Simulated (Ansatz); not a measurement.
## Electronic structure of N in real space

Input

```
crystal:
  lattice:
    - [4.232526159, 0.0, 0.0]
    - [0.0, 4.232526159, 0.0]
    - [0.0, 0.0, 5.4811581835]
  atoms:
    - { symbol: "N", position: [0.9068213187, 0.9068213187, 0.0] }
    - { symbol: "N", position: [0.5931786813, 0.4068213187, 0.5] }
    - { symbol: "N", position: [0.0931786813, 0.0931786813, 0.0] }
    - { symbol: "N", position: [0.4068213187, 0.5931786813, 0.5] }
basis:
  ecutwfc: 420
kpoints:
  mp_grid: { grid: [6, 6, 4] }
hamiltonian:
  xc: pbe
  dispersion: d3bj
scf:
  occupations: { method: gaussian, width: 0.02 }
output:
  forces: true
  stress: true
  eigenvalues: true
  write_density: true
  write_potential: true
  elf: true
  volumetric_format: npy
relax:
  adjacent_minimum: "off"
  f_tol: 0.01
  max_steps: 30
  cell: { stress_tol: 0.1, fix: [volume] }
```

Run with:

```sh
ansatz run input.yaml --threads 1 --pin off --max-ram 2560MiB --backend cpu --events-out ev --progress --plain --runs-dir out
```

Below, planes, directions and counts refer to the conventional cell (a = 4.24 Å, b = 4.24 Å, c = 5.47 Å, α = 90.00°, β = 90.00°, γ = 90.00°).

The fields are those of the run's last geometry, not of the input's.

Space group P4₂/mnm; a structure from a database of computed crystals, not necessarily the ambient phase; changed on purpose from its base cell (volume × 1.10, shape and atoms relaxed).

Method: DFT PBE+D3(BJ), scalar-relativistic, plane waves, PAW (Ansatz).

The density is the valence pseudo-density of a PAW calculation; it isn't the true density close to the nuclei.

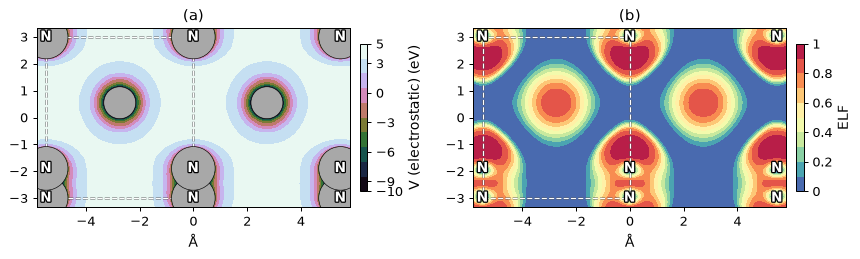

Figure 1. (a) electrostatic potential energy of an electron; (b) electron localisation function on the (11̄0) plane of the conventional cell. Grey discs cover the atomic cores in the potential map.

Question: Read the bonding off the picture.

Answer: The plane passes through N nuclei.
Atoms just off the plane (N, 0.6 Å away) can leave unmarked features too.
N–N (1.10 Å): the ELF peaks at about 0.85 between the atoms (inside overlapping PAW spheres, so only a guide); a multiple bond.
The ELF also peaks beside N, away from the bonds: lone-pair regions.
Outside the cores the potential energy rises away from the atoms and is highest about 1.5 Å from the nearest atoms; its zero is arbitrary.

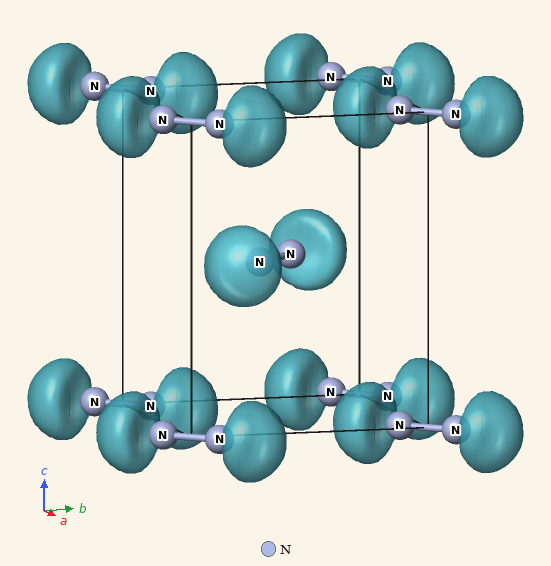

Figure 2. Isosurface of the ELF at 0.9 (cyan), seen slightly off an axis. Only the valence region is drawn (cores and ρ < 0.01 e/Å³ removed). Sticks mark near contacts.

Question: Where are the electrons localised?

Answer: At this value the surface marks out four lobes on N, pointing away from the bonds (lone pairs), counted in one cell of 4 atoms. Any copies at cell faces, edges or corners count once.

Question: Metal or insulator at this level of theory?

Answer: It is gapped, with a Kohn–Sham gap of 7.2 eV on the k-point mesh, an upper bound to the gap of this method.
